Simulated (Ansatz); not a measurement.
# MgS: what the fields show

Input

```
crystal:
  lattice:
    - [0.0, 2.8308747665, 2.8308747665]
    - [2.8308747665, 0.0, 2.8308747665]
    - [2.8308747665, 2.8308747665, 0.0]
  atoms:
    - { symbol: Mg, position: [0.0, 0.0, 0.0] }
    - { symbol: S, position: [0.75, 0.75, 0.75] }
kpoints:
  mp_grid: { grid: [6, 6, 6] }
  band_path:
    path:
      - [0.0, 0.0, 0.0]
      - [-0.5, -0.5, 0.0]
      - [-0.375, -0.375, 0.25]
      - [-0.375, 0.0, 0.375]
      - [0.0, 0.0, 0.5]
      - [-0.5, -0.25, 0.25]
    npoints: 1
hamiltonian:
  xc: hse06
scf:
  occupations: { method: fixed }
  n_extra_bands: 4
output:
  forces: true
  stress: true
  eigenvalues: true
  write_density: true
  write_potential: true
  elf: true
  volumetric_format: npy
```

Command:

```sh
ansatz run input.yaml --threads 4 --pin off --max-ram 4608MiB --backend cpu --events-out ev --progress --plain --runs-dir out
```

Below, planes, directions and counts refer to the conventional cell (a = 5.66 Å, b = 5.66 Å, c = 5.66 Å, α = 90.00°, β = 90.00°, γ = 90.00°).

Space group F-43m; a structure from a database of computed crystals, not necessarily the ambient phase; started from the database structure prototype, which need not be the ambient phase.

All numbers below come from Ansatz, DFT, HSE06, plane waves, PAW.

The density is the valence pseudo-density of a PAW calculation; it isn't the true density close to the nuclei.

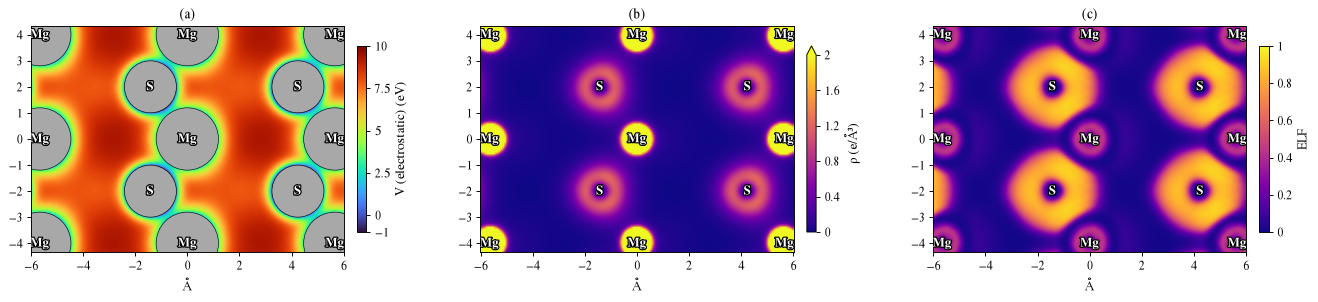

Figure 1. (a) electrostatic potential energy of an electron; (b) valence pseudo-density; (c) electron localisation function on the (011) plane of the conventional cell. Grey discs cover the atomic cores in the potential map.

Question: What does the map show?

Answer: The section cuts through Mg and S sites.
Mg–S (2.45 Å): ρ is about 0.37 e/Å³ halfway; the ELF peaks at about 0.90 in the valence shell of S, 0.9 Å from its nucleus, and falls to about 0.05 next to Mg; a largely ionic contact.
Between the atoms the lowest density in this plane is 0.01 e/Å³.
Outside the cores the potential energy rises away from the atoms and is highest about 2.4 Å from the nearest atoms; its zero is arbitrary.

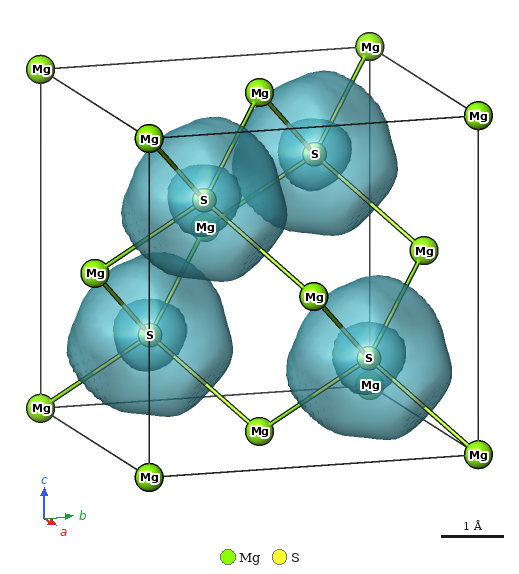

Figure 2. Isosurface of the electron localisation function at 0.75 (cyan), seen slightly off an axis. Only the valence region is drawn (cores and ρ < 0.01 e/Å³ removed). Sticks mark near contacts.

Question: Describe the localisation domains.

Answer: The ELF exceeds this value in four regions wrapped around S (the valence shell of each), counted in one cell of 8 atoms. Any copies at cell faces, edges or corners count once.

Question: Does the calculation make it a metal, or give it a gap?

Answer: It is gapped, with a Kohn–Sham gap of 4.5 eV on the k-point mesh, an upper bound to the gap of this method.
